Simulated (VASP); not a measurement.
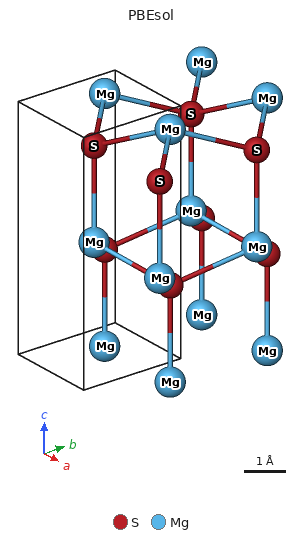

A crystal of MgS (set up in P6_3mc), relaxed (cell and atoms) with several functionals. The picture shows the result with PBEsol. Style: ball-and-stick. Shown: the cell of the calculation, repeated 2 × 2 × 1 with one cell outlined, slightly off an axis.

Computed with VASP 6.6.1: VASP PAW PBE potentials, recommended; VASP PAW LDA potentials, recommended (each functional with its own set). Set-up: plane-wave cutoff 600 eV; k-point mesh 6 × 6 × 3; occupations fermi-dirac; smearing width 0.05 eV; no spin polarisation.

```csv
functional,volume (Å³/atom),a (Å),c (Å)
PBEsol,22.505,4.028,6.407
vdW-DF-cx,22.740,4.042,6.430
BLYP,23.686,4.083,6.564
RPBE,23.735,4.098,6.528
AM05,22.743,4.042,6.429
rev-vdW-DF2,22.744,4.041,6.434
r2SCAN,22.568,4.029,6.422
LDA,21.756,3.981,6.340
optB88-vdW,22.762,4.039,6.444
revPBE,23.585,4.089,6.514
PBE,23.036,4.057,6.463
PW91,22.996,4.055,6.460
SCAN,?,?,?
```

### Fill in the missing row.

With SCAN the volume falls between LDA (21.756) and PBEsol (22.505). The calculation gives 22.463 Å³/atom (a = 4.019 Å, c = 6.422 Å). In order of volume: LDA < SCAN < PBEsol < r2SCAN < vdW-DF-cx ≈ AM05 ≈ rev-vdW-DF2 < optB88-vdW < PW91 < PBE < revPBE < BLYP < RPBE; the spread is 9.1 %.
